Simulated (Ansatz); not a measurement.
Ga$_{3}$As$_{3}$H (slab)

Input file:

```
crystal:
  lattice:
    - [4.0629609257, 0.0, 0.0]
    - [0.0, 5.7458944445, 0.0]
    - [0.0, 0.0, 19.892442258]
  atoms:
    - { symbol: Ga, position: [0.5, 0.5, 0.201081393] }
    - { symbol: As, position: [0.0, 0.25, 0.201081393] }
    - { symbol: Ga, position: [0.0, 0.0635978709, 0.3146195193] }
    - { symbol: As, position: [0.5, 0.8095619862, 0.2945554352] }
    - { symbol: Ga, position: [0.5, 0.4877934284, 0.3796180935] }
    - { symbol: As, position: [0.0, 0.2894090607, 0.421890995] }
    - { symbol: H, position: [0.1666666667, 1.122742394, 0.4722949062], spin: 1.0 }
basis:
  ecutwfc: 420
kpoints:
  mp_grid: { grid: [7, 5, 1] }
hamiltonian:
  xc: pbe
  pseudopotentials: { kind: paw, azcp: { folder: soft_1 } }
scf:
  occupations: { method: gaussian, width: 0.05 }
output:
  forces: true
  eigenvalues: true
  populations: true
  write_density: true
  write_potential: true
  elf: true
  volumetric_format: npy
magnetization:
  spin_polarized: true
relax:
  adjacent_minimum: "off"
  f_tol: 0.025
  max_steps: 16
  constraints: [{ sites: [0, 1, 2, 3, 4, 5] }, { sites: [6], fix: xy }]
efield:
  axis: 3
  dipole_correction: true
  ramp_width: 0.04
```

Launched as:

```sh
ansatz run input.yaml --threads 4 --pin off --max-ram 12288MiB --backend cpu --events-out ev --progress --plain --runs-dir out
```

A point of a scan over the structure, not its minimum; not relaxed (largest force 0.8 eV/Å); PAW files of the earlier set (soft_1); the program warned that a starting moment wasn't kept; spin-polarised, but the moments vanished.

Level of theory: Ansatz, DFT PBE, scalar-relativistic, plane waves, PAW.

What will maps of the valence pseudo-density and electron localisation function show?

Answer. As–H (1.56 Å): ρ at the midpoint is about 1 e/Å³; the ELF climbs to about 1 towards the hydrogen, as it does in any bond to H.

Does the calculation make it a metal, or give it a gap?

Answer. It is metallic or semimetallic at this level of theory: no gap opens.

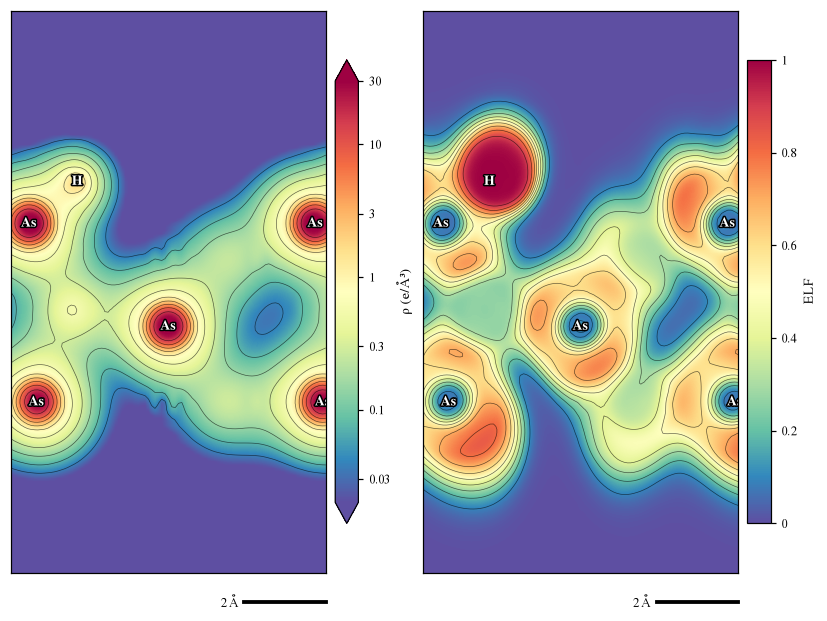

Computed valence pseudo-density and electron localisation function on the (110) plane of the calculation cell, a cut from vacuum to vacuum, in this order. Atoms just off the plane (Ga, 0.8 Å away) can leave unmarked features too.

The density is the valence pseudo-density of a PAW calculation; it isn't the true density close to the nuclei.
